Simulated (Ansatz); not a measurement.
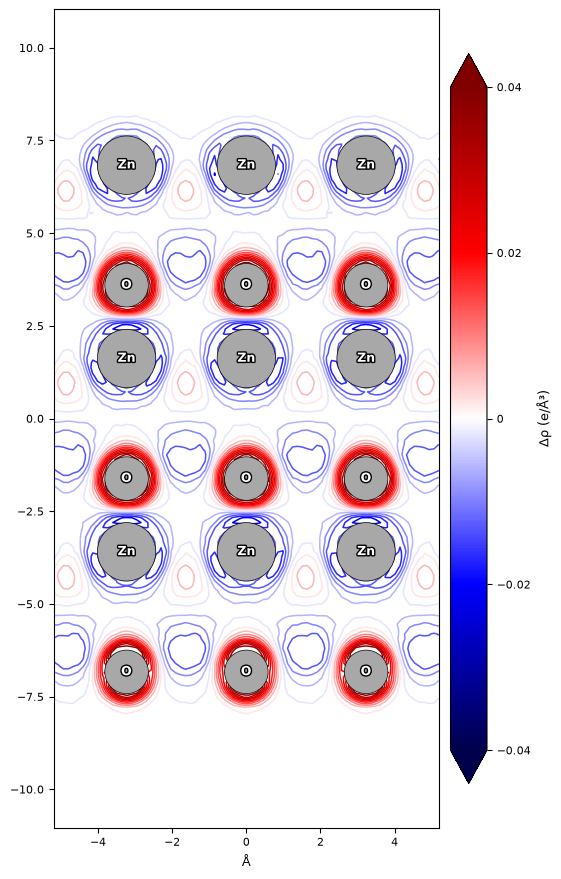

ZnO (slab). Difference of the valence pseudo-densities of two functionals at the same geometry, on the (010) plane of the calculation cell, a cut from vacuum to vacuum: one of LDA and r2SCAN less the other.

Both computed with Ansatz (plane waves, PAW), on the same k-point mesh. Grey discs cover the atomic cores.

Which was subtracted from which, and what does the map show?

It is r2SCAN less LDA. Against LDA, r2SCAN gives more density around O (+0.021 e/Å³ on average at 0.7 Å from the nucleus), less density around Zn (−0.016 e/Å³ on average at 1.0 Å from the nucleus) and a change of −0.016 e/Å³ at the midpoint of Zn–O.
